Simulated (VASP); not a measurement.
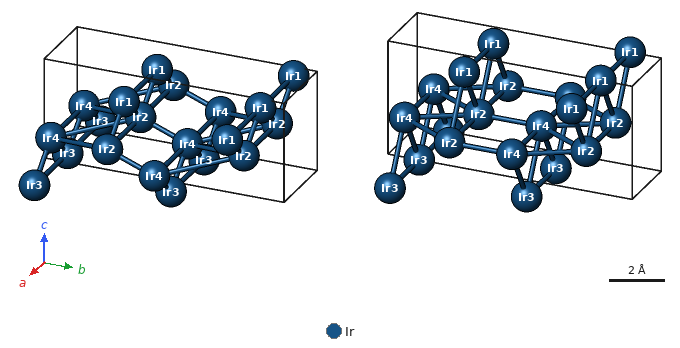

Two geometries of solid Ir (a generated structure, set up in Cmce), drawn at one scale. One is the start of a relaxation, the other its converged end. Style: ball-and-stick. Shown: the conventional cell (2 times the calculation's cell), repeated 2 × 1 × 1 with one cell outlined, from a free direction. Lengths and directions refer to the drawn axes.

Theory: Kohn-Sham DFT of a periodic cell, PBE, VASP PAW PBE potentials, recommended (VASP 6.6.1). Settings: plane-wave cutoff 600 eV; k-point mesh 6 × 6 × 4; occupations gaussian; smearing width 0.1 eV; no spin polarisation.

Question: Which geometry has the lower energy?

Answer: The right one is the relaxed one. The run lets cell and atoms move. Over 27 geometry steps the energy falls by 4972 meV per atom. The largest force component goes from 16 to 0.03 eV/Å. The pressure goes from 188.71 to 0.28 GPa. The largest moves relative to the cell, 0.51 Å, are those of Ir1, Ir2, Ir3 and Ir4. Ir3 goes along [0 1 −3]. Cell: a 3.055 → 2.697 Å (−11.7 %), b 9.692 → 9.861 Å (+1.7 %), c 4.043 → 4.620 Å (+14.3 %). Volume +2.6 %. Near-neighbour distances that change, for instance: Ir1–Ir2 2.002 → 2.671 Å, Ir1–Ir3 3.398 → 2.759 Å, Ir1–Ir3 (another image) 2.034 → 2.524 Å, Ir1–Ir2 (another image) 3.145 → 2.678 Å. The space group (tolerance 0.01 Å) goes from Cmce (No. 64) to Fmmm (No. 69). At step 1 the optimiser overshot: the energy rose above the start, and later steps came back.

Limits of the set-up: the k-point mesh is coarse for a cell with partly filled bands.
